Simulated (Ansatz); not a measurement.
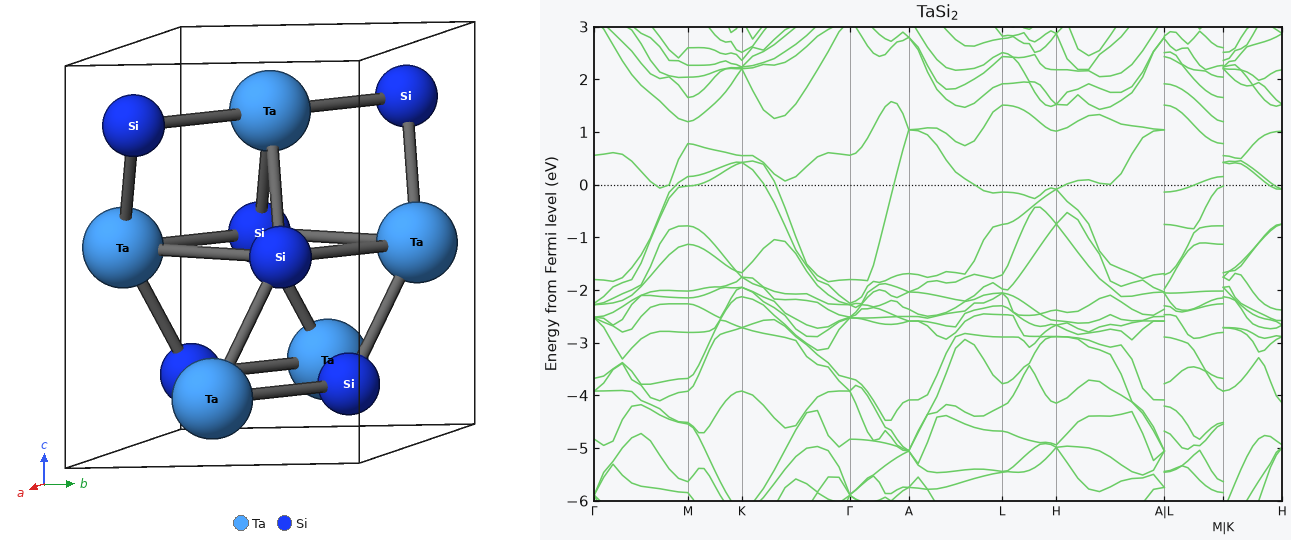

Band structure of TaSi$_{2}$, space group P6_222 (No. 180), 9 atoms in the cell (a = 4.780 Å, c = 6.564 Å (hexagonal axes)), beside the structure. Computed with Ansatz: PBE, Ansatz PAW, no spin polarisation, no spin-orbit coupling, 7×7×4 k mesh, 420 eV cutoff, Fermi-Dirac smearing of 0.05 eV. Energies are counted from the Fermi level.

A metal: bands cross the Fermi level along this path. At H the nearest levels lie 0.09 eV below and 1.01 eV above the Fermi level.

The cell's inner coordinates are idealised or old. Spin-orbit coupling is left out, which matters for Ta. The cell is at 4 GPa in this functional. Bands are joined in order of energy, so crossings between the computed points show as kinks or gaps.
